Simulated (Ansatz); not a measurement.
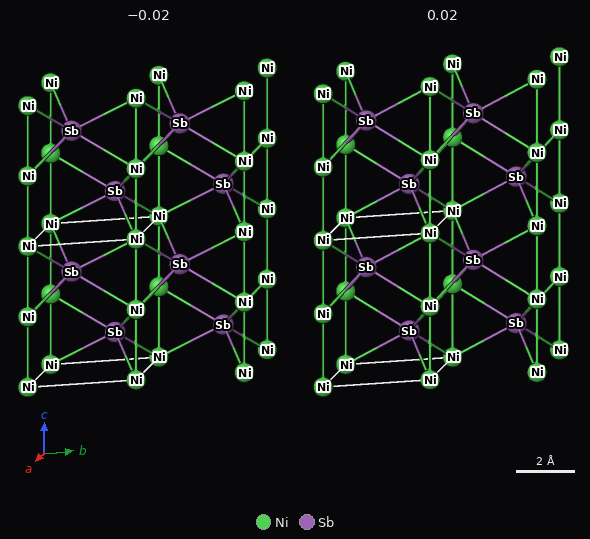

A crystal of NiSb (set up in P6_3/mmc), under uniaxial strain along c (a, b relaxed, atoms fixed by symmetry), with energies (extrapolated to zero smearing) counted from the relaxed crystal, which is the row at zero. The picture shows the first and the last member. Style: ball-and-stick. Shown: the cell of the calculation, repeated 1 × 2 × 2 with one cell outlined, slightly off an axis.

Computed with Ansatz 0.2.0: DFT PBEsol, scalar-relativistic, plane waves, PAW. Settings: plane-wave cutoff 420 eV; k-point mesh 18 × 18 × 10; occupations gaussian; smearing width 0.1 eV; no spin polarisation; force threshold 0.008 eV/Å.

| strain | energy (meV/atom) | a (Å) | c (Å) |
| --- | --- | --- | --- |
| −0.02 | 3.49 | 3.941 | 4.969 |
| −0.01 | 0.94 | 3.928 | 5.020 |
| 0.0 | 0.00 | 3.916 | 5.070 |
| 0.01 | ? | ? | ? |
| 0.02 | 2.94 | 3.893 | 5.172 |

**Fill in the missing row.**

A parabola through three neighbouring rows (−0.01, 0.0, 0.02) gives, with Lagrange weights, (−0.3333)(0.94) + (1.0000)(0.00) + (0.3333)(2.94) = 0.67 meV/atom. The calculation gives 0.66 meV/atom (a = 3.904 Å, c = 5.121 Å). The estimate is 0.01 meV/atom too high. From the first member to the last: Ni–Ni 2.484 → 2.586 Å.

The whole series:

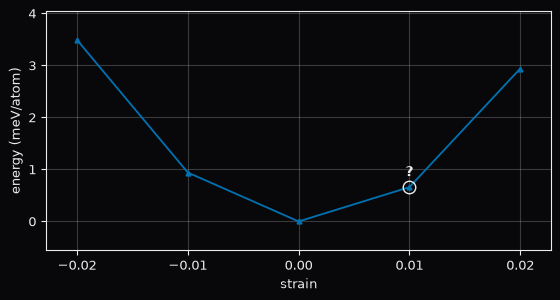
